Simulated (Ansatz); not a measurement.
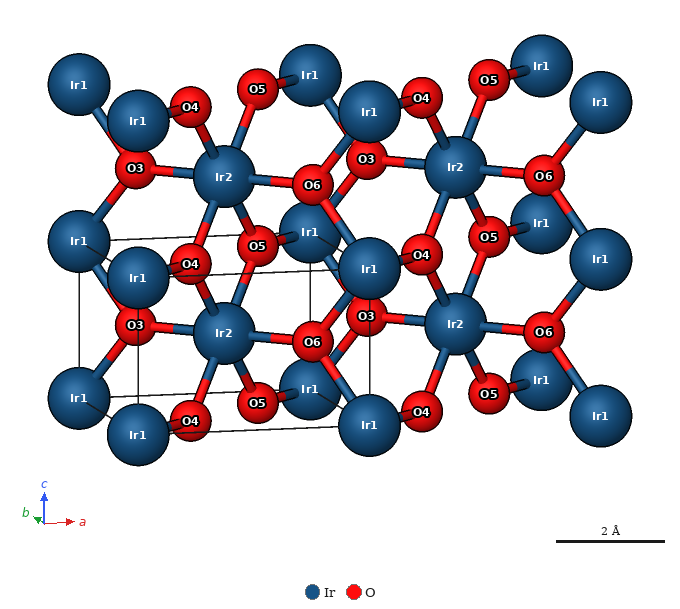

Fig. 1: The structure as given in the input (ball-and-stick view of the cell of the calculation, repeated 2 × 1 × 2, seen slightly off an axis; atoms are numbered from 1 in the order of the input). Near neighbours in the crystal (not all of them lie inside the picture): Ir has 6 O at 1.92 Å; O has 3 Ir at 1.92 Å.

## From IrO2 to MnO2

System: IrO2 (6 atoms in the cell).
Method of the first run: DFT LDA, scalar-relativistic, plane waves, PAW, spin-polarised (Ansatz 0.2.0).
System of the second run: MnO2 (P4₂/mnm, 6 atoms in the cell).

On the first run: The structure was made by swapping elements on the sites of another compound; it need not be a known phase. On the second run: The structure was made by swapping elements on the sites of another compound; it need not be a known phase. It belongs to a series of runs on one base structure; here: Hf -> Mn on all its sites, cell and atoms relaxed. Text and figures count atoms from 1; the logs count them from 0 in places.

### Input file, the first run
```yaml
crystal:
  lattice:
    - [4.4447608138, 0.0, 0.0]
    - [0.0, 4.4447608138, 0.0]
    - [0.0, 0.0, 2.9568803687]
  atoms:
    - { symbol: Ir, position: [0.0, 0.0, 0.0], spin: 1.0 }
    - { symbol: Ir, position: [0.5, 0.5, 0.5], spin: 1.0 }
    - { symbol: O, position: [0.195107573, 0.804892427, 0.5] }
    - { symbol: O, position: [0.304892427, 0.304892427, 0.0] }
    - { symbol: O, position: [0.695107573, 0.695107573, 0.0] }
    - { symbol: O, position: [0.804892427, 0.195107573, 0.5] }
basis:
  ecutwfc: 420
kpoints:
  mp_grid: { grid: [4, 4, 6] }
hamiltonian:
  xc: lda
scf:
  occupations: { method: gaussian, width: 0.1 }
  lower_state_search: "off"
output:
  forces: true
  stress: true
  eigenvalues: true
  populations: true
magnetization:
  spin_polarized: true
```

Launched with:
```bash
ansatz run input.yaml --threads 1 --pin off --max-ram 2560MiB --backend cpu --events-out ev --progress --plain --runs-dir out
```

Hardware: 1 thread of Oxide Virtual Turin-like (Zen 5), 32 GiB of memory available, shared host.

### Output, shortened to warnings, some set-up lines, iterations and results (the first run)
```
WARN: the starting moments were not kept: the SCF closed with an absolute magnetisation of 6.0e-6 μB, where they sum to 2 μB in size (2 sites). That is at most 0.1 of that sum. Measured as dr2_m measures the in/out step, that magnetisation stands 9.0e-12 eV from none, at or under the dr2_threshold of 1.0e-7 eV: it is no larger than a step whose dr2_m would equal this threshold. The system may …
Basis set: ecut = 420 eV, 1145 PW (Γ)
Symmetry: 16 space group operations
k-points: 24 of 96
Initial density: superposition of atomic densities (chi_scale 0.1, normalization cell, long waves kept (reshape's long-wave potential 0.00 eV rms))
[...]
SCF iter   1: F=—  HF=-25543.098510 eV  |F-HF|=—  |Δ(HF+E_count)|=         —  Δρ=6.88e-2 (↑5.03e-2 ↓6.88e-2)  dr2=1.95e0  dr2_m=7.14e-1  M=0.451 μB ∫|m|=0.504 μB  β_m=0.30  …
SCF iter   2: F=—  HF=-25542.905669 eV  |F-HF|=—  |Δ(HF+E_count)|=   1.93e-1  Δρ=4.91e-2 (↑3.73e-2 ↓4.91e-2)  dr2=9.97e-1  dr2_m=3.87e-1  M=0.365 μB ∫|m|=0.405 μB  β_m=0.30  …
SCF iter   3: F=—  HF=-25542.691257 eV  |F-HF|=—  |Δ(HF+E_count)|=   2.14e-1  Δρ=2.25e-2 (↑2.25e-2 ↓1.89e-2)  dr2=7.93e-2  dr2_m=2.09e-1  M=0.298 μB ∫|m|=0.327 μB  β_m=0.30  …
SCF iter   4: F=—  HF=-25542.707158 eV  |F-HF|=—  |Δ(HF+E_count)|=   1.59e-2  Δρ=1.58e-2 (↑1.58e-2 ↓1.47e-2)  dr2=1.84e-2  dr2_m=1.18e-1  M=0.236 μB ∫|m|=0.258 μB  β_m=0.30  …
SCF iter   5: F=—  HF=-25542.720272 eV  |F-HF|=—  |Δ(HF+E_count)|=   1.31e-2  Δρ=1.17e-2 (↑1.17e-2 ↓1.13e-2)  dr2=8.70e-3  dr2_m=6.70e-2  M=0.190 μB ∫|m|=0.208 μB  β_m=0.30  …
[... 5 lines ...]
SCF iter  11: F=—  HF=-25542.740847 eV  |F-HF|=—  |Δ(HF+E_count)|=   9.93e-6  Δρ=2.69e-5 (↑2.69e-5 ↓1.65e-5)  dr2=3.10e-7  dr2_m=2.17e-7  M=-0.000 μB ∫|m|=0.000 μB  β_m=0.96  …
SCF iter  12: F=—  HF=-25542.740847 eV  |F-HF|=—  |Δ(HF+E_count)|=   9.03e-8  Δρ=1.07e-5 (↑1.02e-5 ↓1.07e-5)  dr2=2.09e-7  dr2_m=6.80e-10  M=-0.000 μB ∫|m|=0.000 μB  β_m=0.80 …
SCF iter  13: F=-25542.740847 eV  HF=-25542.740847 eV  |F-HF|=6.98e-9  |Δ(HF+E_count)|=   4.62e-8  Δρ=2.89e-6 (↑2.50e-6 ↓2.89e-6)  dr2=2.28e-8  dr2_m=7.10e-10  M=-0.000 μB …
SCF iter  14: F=-25542.740847 eV  HF=-25542.740847 eV  |F-HF|=1.82e-10  |Δ(HF+E_count)|=   3.02e-9  Δρ=6.00e-7 (↑4.85e-7 ↓6.00e-7)  dr2=7.55e-10  dr2_m=4.81e-11  M=-0.000 μB …
SCF 1 converged in 14 iterations: F = -25542.740847 eV  dr2 = 7.55e-10
SCF converged after 14 iterations
Magnetization: -0.0000 μB (29.0000 up, 29.0000 down)
Absolute magnetization: 0.0000 μB (∫|ρ↑−ρ↓|, with the PAW one-centre terms)
Spin contamination: 0.0000 ħ² per cell (⟨S²⟩ above its minimum at these occupations)
Per-site moments (μB) at R_I (Å): [(-2.5933079132915996e-7, 0.7905584468345507), (-2.593307913904083e-7, 0.7905584468345508), (-8.992484976013676e-7, 0.7905584468345508), (-8.992484976783229e-7, 0.7905584468345509), (-8.99248497696578e-7, 0.7905584468345507), (-8.992484976960556e-7, …
Free energy (F): -25542.740847 eV
Harris-Foulkes:  -25542.740847 eV  (|F-HF|=1.82e-10)
Internal energy: -25542.727577 eV  (E = F + TS)
E sigma→0 (E₀):  -25542.734212 eV
Entropy (-TS):   -0.013270 eV (-2.212 meV/atom)
Fermi energy:    16.316304 eV
--- Per-component energies (eV) ---
  E_band       = -381.201492
  E_kinetic    = 1956.157167
  E_local      = -4282.604860  (includes V_loc(G=0)·N_el)
  E_nonlocal   = 363.248231
  E_hartree    = 1589.610524
  E_xc         = -821.919105
  E_vxc        = -971.507929  (∫ρ·V_xc dr)
  E_paw        = -18497.444766  (= ΣΔE_a)
  E_vpaw       = -625.724521  (= ΣTr[D̂ρ^β])
  E_aug_tail   = 0.010236  (compensation charges beyond the density's cutoff)
  E_ewald      = -5850.995896
  E_core_change = 1.210890  (= ΣΔE_core)
  E_smearing   = -0.013270  (= −TS)
  E_closure    = -0.000000  (closes the sum)
  Σ components = -25542.740847   (vs F -25542.740847, Δ=0.00e0)
--- Forces (eV/Å), atoms counted from 1 ---
  atom   1  Ir     0.00000000    -0.00000000    -0.00000000
  atom   2  Ir     0.00000000    -0.00000000    -0.00000000
  atom   3  O      0.31311798    -0.31311798     0.00000000
  atom   4  O     -0.31311798    -0.31311798     0.00000000
  atom   5  O      0.31311798     0.31311798    -0.00000000
  atom   6  O     -0.31311798     0.31311798    -0.00000000
  max |Σ_I F_I| component: 5.55e-17 eV/Å
--- Stress (GPa, compression-positive) ---
       14.633384      -0.000000       0.000000
       -0.000000      14.633384      -0.000000
        0.000000      -0.000000      45.911906
  P = ⅓ Tr σ = 25.0596 GPa (250.596 kbar)
--- Löwdin populations: 6 sites ---
  site symbol       q [e]    m [muB]
     0     Ir     15.6084    -0.0000
     1     Ir     15.6084    -0.0000
     2      O      6.6316    -0.0000
     3      O      6.6316    -0.0000
     4      O      6.6316    -0.0000
     5      O      6.6316    -0.0000
  spilling = 0.004430 (of n_electrons = 58.000000)
```

The input of the second run differs as follows (lines with − go, lines with + come):
```diff
-    - [4.4447608138, 0.0, 0.0]
-    - [0.0, 4.4447608138, 0.0]
-    - [0.0, 0.0, 2.9568803687]
+    - [4.4243133602, 0.0, 0.0]
+    - [0.0, 4.4243133602, 0.0]
+    - [0.0, 0.0, 2.9432776853]
-    - { symbol: Ir, position: [0.0, 0.0, 0.0], spin: 1.0 }
-    - { symbol: Ir, position: [0.5, 0.5, 0.5], spin: 1.0 }
+    - { symbol: Mn, position: [0.0, 0.0, 0.0], spin: 4.0 }
+    - { symbol: Mn, position: [0.5, 0.5, 0.5], spin: 4.0 }
```

How does the second run compare with the first run?

The total energies belong to different systems, so their difference says nothing on which is more stable or more accurate. The net moment of the cell goes from 0.00 to 5.96 μB. The pressure goes from 25.06 to −19.17 GPa. The largest force goes from 0.443 to 0.299 eV/Å. The volume per atom goes from 9.74 to 9.60 Å³. The SCF takes 13 iterations against 14.

### Output, shortened to warnings, some set-up lines, iterations and results (the second run)
```
Basis set: ecut = 420 eV, 1145 PW (Γ)
Symmetry: 16 space group operations
k-points: 24 of 96
Initial density: superposition of atomic densities (chi_scale 0.1, normalization cell, long waves kept (reshape's long-wave potential 0.00 eV rms))
[...]
SCF iter   1: F=—  HF=-9906.640477 eV  |F-HF|=—  |Δ(HF+E_count)|=         —  Δρ=2.72e-1 (↑1.08e-1 ↓2.72e-1)  dr2=7.17e1  dr2_m=6.07e0  M=3.800 μB ∫|m|=4.242 μB  β_m=0.30  …
SCF iter   2: F=—  HF=-9905.319619 eV  |F-HF|=—  |Δ(HF+E_count)|=    1.32e0  Δρ=1.48e-1 (↑1.48e-1 ↓7.28e-2)  dr2=1.78e1  dr2_m=1.67e0  M=6.000 μB ∫|m|=6.359 μB  β_m=0.30  …
SCF iter   3: F=—  HF=-9903.037120 eV  |F-HF|=—  |Δ(HF+E_count)|=    2.28e0  Δρ=8.33e-2 (↑8.33e-2 ↓3.38e-2)  dr2=3.11e0  dr2_m=1.05e0  M=6.000 μB ∫|m|=6.439 μB  β_m=0.30  …
SCF iter   4: F=—  HF=-9902.919675 eV  |F-HF|=—  |Δ(HF+E_count)|=   1.17e-1  Δρ=3.54e-2 (↑3.54e-2 ↓3.45e-2)  dr2=3.02e-1  dr2_m=5.11e-1  M=6.000 μB ∫|m|=6.391 μB  β_m=0.37  …
SCF iter   5: F=—  HF=-9903.047619 eV  |F-HF|=—  |Δ(HF+E_count)|=   1.28e-1  Δρ=3.09e-2 (↑3.09e-2 ↓1.83e-2)  dr2=1.95e-1  dr2_m=2.54e-1  M=6.000 μB ∫|m|=6.332 μB  β_m=0.65  …
SCF iter   6: F=—  HF=-9903.157394 eV  |F-HF|=—  |Δ(HF+E_count)|=   1.10e-1  Δρ=6.11e-3 (↑3.88e-3 ↓6.11e-3)  dr2=1.62e-2  dr2_m=1.07e-2  M=5.966 μB ∫|m|=6.162 μB  β_m=0.84  …
SCF iter   7: F=—  HF=-9903.158774 eV  |F-HF|=—  |Δ(HF+E_count)|=   1.38e-3  Δρ=1.73e-3 (↑1.25e-3 ↓1.73e-3)  dr2=4.92e-3  dr2_m=1.57e-4  M=5.950 μB ∫|m|=6.106 μB  β_m=0.92  …
SCF iter   8: F=—  HF=-9903.158443 eV  |F-HF|=—  |Δ(HF+E_count)|=   3.31e-4  Δρ=9.17e-4 (↑9.17e-4 ↓3.15e-4)  dr2=8.13e-4  dr2_m=6.49e-5  M=5.955 μB ∫|m|=6.107 μB  β_m=0.88  …
SCF iter   9: F=—  HF=-9903.158329 eV  |F-HF|=—  |Δ(HF+E_count)|=   1.14e-4  Δρ=3.46e-4 (↑1.61e-4 ↓3.46e-4)  dr2=9.59e-5  dr2_m=1.55e-5  M=5.958 μB ∫|m|=6.111 μB  β_m=0.94  …
SCF iter  10: F=—  HF=-9903.158332 eV  |F-HF|=—  |Δ(HF+E_count)|=   2.95e-6  Δρ=8.42e-5 (↑5.82e-5 ↓8.42e-5)  dr2=7.50e-6  dr2_m=1.03e-6  M=5.959 μB ∫|m|=6.112 μB  β_m=0.97  …
SCF iter  11: F=—  HF=-9903.158332 eV  |F-HF|=—  |Δ(HF+E_count)|=   1.69e-7  Δρ=4.65e-5 (↑2.40e-5 ↓4.65e-5)  dr2=2.26e-6  dr2_m=1.69e-7  M=5.959 μB ∫|m|=6.113 μB  β_m=0.98  …
SCF iter  12: F=—  HF=-9903.158331 eV  |F-HF|=—  |Δ(HF+E_count)|=   1.76e-7  Δρ=1.09e-5 (↑1.09e-5 ↓1.09e-5)  dr2=2.36e-7  dr2_m=3.42e-9  M=5.959 μB ∫|m|=6.113 μB  β_m=0.97  …
SCF iter  13: F=-9903.158331 eV  HF=-9903.158331 eV  |F-HF|=4.62e-8  |Δ(HF+E_count)|=   1.94e-8  Δρ=5.84e-6 (↑3.96e-6 ↓5.84e-6)  dr2=4.81e-8  dr2_m=7.26e-10  M=5.959 μB …
SCF 1 converged in 13 iterations: F = -9903.158331 eV  dr2 = 4.81e-8
SCF converged after 13 iterations
Magnetization: 5.9593 μB (29.9797 up, 24.0203 down)
Absolute magnetization: 6.1354 μB (∫|ρ↑−ρ↓|, with the PAW one-centre terms)
Spin contamination: 0.0735 ħ² per cell (⟨S²⟩ above its minimum at these occupations)
Per-site moments (μB) at R_I (Å): [(2.399079324959774, 0.7869216016055457), (2.399079324959776, 0.7869216016055457), (0.08696471740832327, 0.7869216016055457), (0.08696471740832312, 0.7869216016055457), (0.08696471740832315, 0.7869216016055457), (0.08696471740832329, 0.7869216016055457)]
Free energy (F): -9903.158331 eV
Harris-Foulkes:  -9903.158331 eV  (|F-HF|=4.62e-8)
Internal energy: -9903.149240 eV  (E = F + TS)
E sigma→0 (E₀):  -9903.153786 eV
Entropy (-TS):   -0.009091 eV (-1.515 meV/atom)
Fermi energy:    9.967491 eV
--- Per-component energies (eV) ---
  E_band       = -621.019821
  E_kinetic    = 1289.542073
  E_local      = -5535.594451  (includes V_loc(G=0)·N_el)
  E_nonlocal   = 681.277827
  E_hartree    = 2162.589870
  E_xc         = -512.334120
  E_vxc        = -658.976056  (∫ρ·V_xc dr)
  E_paw        = -3061.086688  (= ΣΔE_a)
  E_vpaw       = -722.468556  (= ΣTr[D̂ρ^β])
  E_aug_tail   = 0.009947  (compensation charges beyond the density's cutoff)
  E_ewald      = -4928.709290
  E_core_change = 1.155592  (= ΣΔE_core)
  E_smearing   = -0.009091  (= −TS)
  E_closure    = 0.000000  (closes the sum)
  Σ components = -9903.158331   (vs F -9903.158331, Δ=0.00e0)
--- Forces (eV/Å), atoms counted from 1 ---
  atom   1  Mn     0.00000000    -0.00000000     0.00000000
  atom   2  Mn     0.00000000     0.00000000     0.00000000
  atom   3  O     -0.21167611     0.21167611     0.00000000
  atom   4  O      0.21167611     0.21167611     0.00000000
  atom   5  O     -0.21167611    -0.21167611     0.00000000
  atom   6  O      0.21167611    -0.21167611     0.00000000
  max |Σ_I F_I| component: 8.33e-17 eV/Å
--- Stress (GPa, compression-positive) ---
      -15.618317       0.000000       0.000000
        0.000000     -15.618317       0.000000
        0.000000       0.000000     -26.269977
  P = ⅓ Tr σ = -19.1689 GPa (-191.689 kbar)
--- Löwdin populations: 6 sites ---
  site symbol       q [e]    m [muB]
     0     Mn     13.6630     2.7060
     1     Mn     13.6630     2.7060
     2      O      6.6172     0.1267
     3      O      6.6172     0.1267
     4      O      6.6172     0.1267
     5      O      6.6172     0.1267
  spilling = 0.003803 (of n_electrons = 54.000000)
```

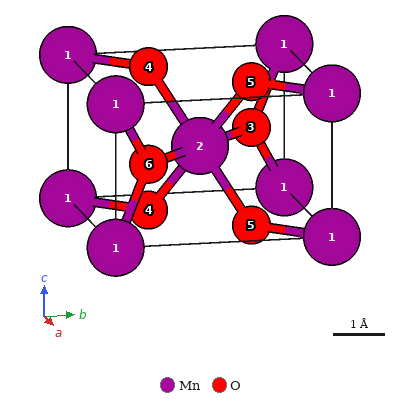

Fig. 2: The input structure of the second run (ball-and-stick view of the cell of the calculation, seen slightly off an axis; atoms are numbered from 1 in the order of the input).

### The two runs side by side

| quantity | the first run | the second run |
| --- | --- | --- |
| outcome | converged | converged |
| free energy per atom (eV) | −4257.1235 | −1650.5264 |
| energy per atom, smearing taken to zero (eV) | −4257.1224 | −1650.5256 |
| gap on the mesh (eV) | 0.00 | 0.00 |
| net moment of the cell (μB) | 0.00 | 5.96 |
| absolute moment of the cell (μB) | 0.00 | 6.14 |
| pressure (GPa) | 25.06 | −19.17 |
| volume per atom (Å³) | 9.74 | 9.60 |
| largest force (eV/Å) | 0.443 | 0.299 |
| SCF iterations | 14 | 13 |
| irreducible k-points | 24 | 24 |
| plane waves at Γ | 1145 | 1145 |
| wall time (shared host) | 11 s | 11 s |

For the first run: Warnings: some starting moments were not kept. Spin–orbit coupling is left out, which matters for Ir. For the second run: The cell is under a tension of 19.2 GPa at this level, so it is not at its equilibrium volume.
